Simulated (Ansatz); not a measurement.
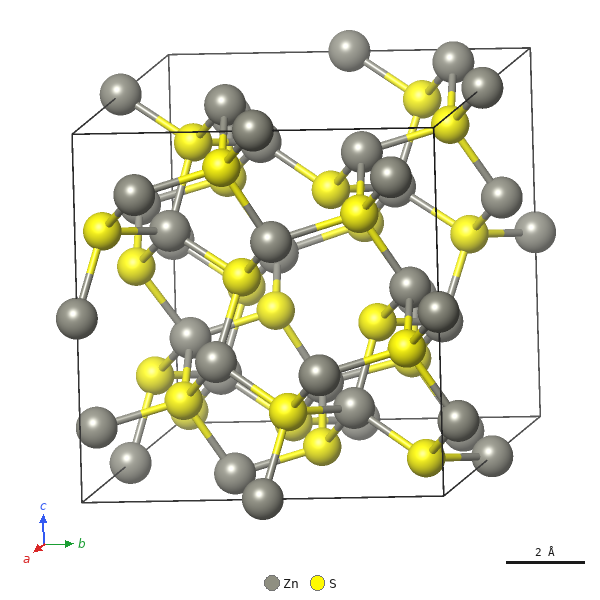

We look at a ball-and-stick model of the crystal slightly off an axis. The supercell is outlined; an atom on or near a face, edge or corner is repeated at each equivalent position. The host is ZnS, in a cell of 48 sites, and the cell is neutral.

### Describe the defect.

A zinc vacancy. Around the empty site lie four S at about 2.3 Å.

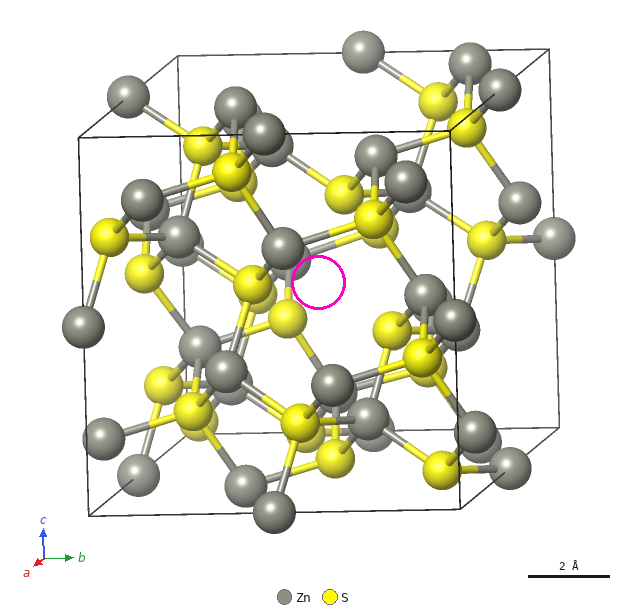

The same cell with a ring at the defect's site.

The atoms were relaxed in the host's cell with Ansatz 0.2.0, DFT PBE, scalar-relativistic, plane waves, PAW.
